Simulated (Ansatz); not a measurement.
# BeS2: what the fields show

```
Be S
1.0
     3.38236    0.00000    0.00000
    -1.69118    2.92921    0.00000
     0.00000    0.00000    4.31288
Be S
1 2
Cartesian
  0.0000 0.0000 0.0000
  1.6912 0.9764 1.1358
  0.0000 1.9528 3.1770
```

Space group P-3m1; a structure generated by program, which may or may not match a known phase.

Method: DFT PBE, scalar-relativistic, plane waves, PAW (Ansatz).

The density is the valence pseudo-density of a PAW calculation; it isn't the true density close to the nuclei.

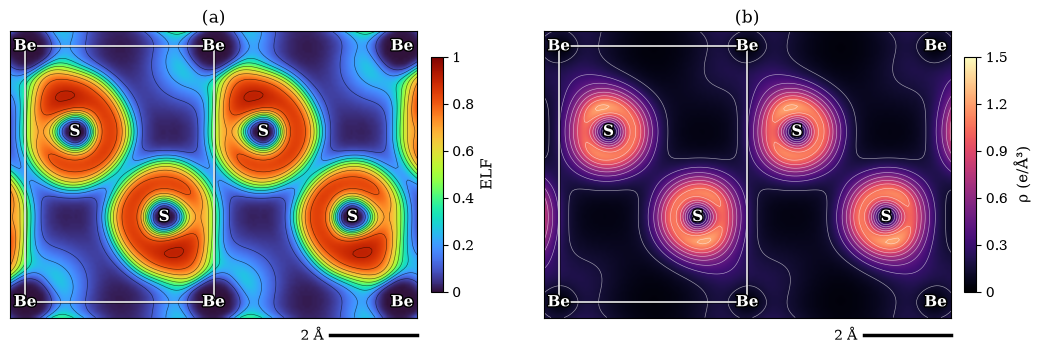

Figure 1. (a) ELF; (b) valence electron density on the (110) plane of the conventional cell.

Question: Interpret the plot.

Answer: The plane passes through Be and S nuclei. Be–S (2.26 Å): the density is about 0.49 e/Å³ at the midpoint; the ELF peaks at about 0.90 in the valence shell of S, 0.8 Å from its nucleus, and is about 0.85 at the midpoint. Between the atoms the lowest density in this plane is 0.03 e/Å³.

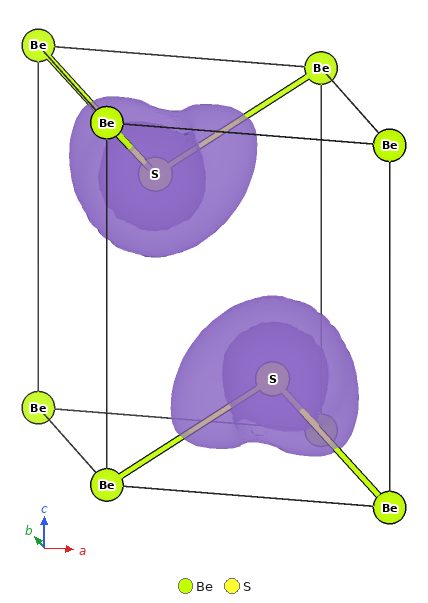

Figure 2. Isosurface of the electron localisation function at 0.8 (purple), seen slightly off an axis. Only the valence region is drawn (cores and ρ < 0.01 e/Å³ removed). Sticks mark near contacts.

Question: What do the ELF domains correspond to?

Answer: At this value the surface marks out two regions wrapped around S (the valence shell of each), counted in one cell of 3 atoms. Regions shared between cells count once.

Question: Does the calculation make it a metal, or give it a gap?

Answer: It is gapless in this calculation (a metal or semimetal).
